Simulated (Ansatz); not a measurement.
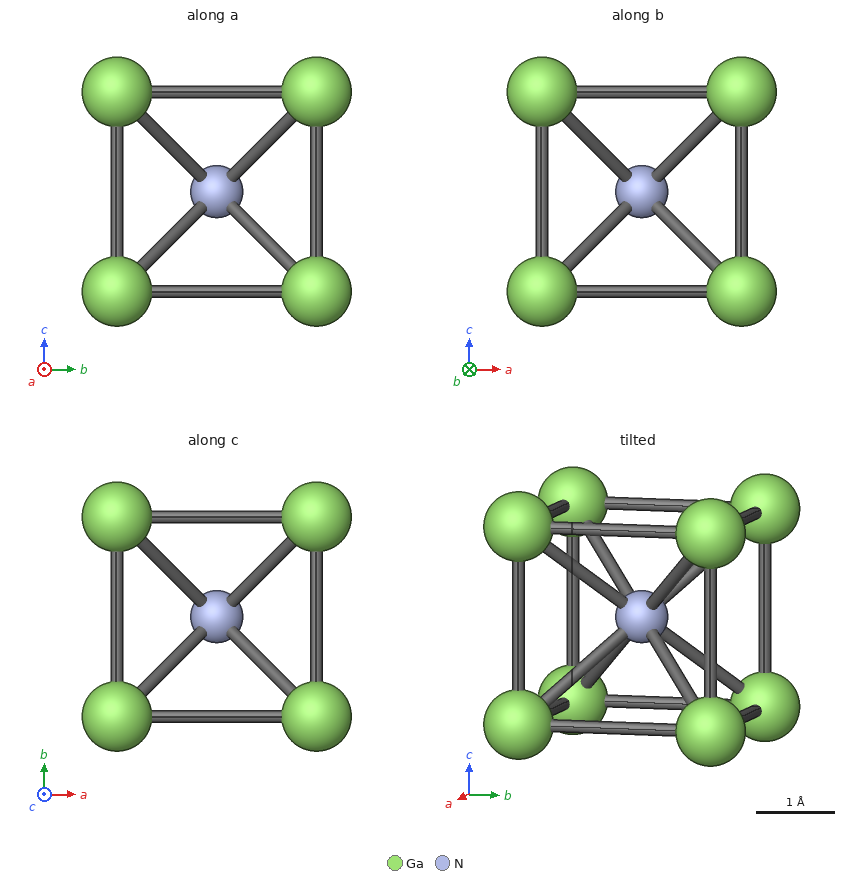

A ball-and-stick rendering, viewed along the a axis, along the b axis, along the c axis and slightly off an axis. Lines trace the edges of the conventional unit cell.

Lattice parameters: a = 2.570 Å, b = 2.570 Å, c = 2.570 Å, α = 90.00°, β = 90.00°, γ = 90.00°. Put a along x and b in the xy plane.

**Write down what is shown as a POSCAR file.**

```
Ga N
1.0
     2.570    0.000    0.000
     0.000    2.570    0.000
     0.000    0.000    2.570
Ga N
1 1
Direct
  0.0000 0.0000 0.0000
  0.5000 0.5000 0.5000
```

Starting structure: a structure type filled with these elements by a generator (whether the compound takes this form wasn't checked). Earlier steps of the study may have refined or changed the cell and positions. It went into a calculation with Ansatz.

At this level of theory the cell isn't at rest (compressed, at 36 GPa), so its distances can differ from those at equilibrium, the more so the softer the solid.
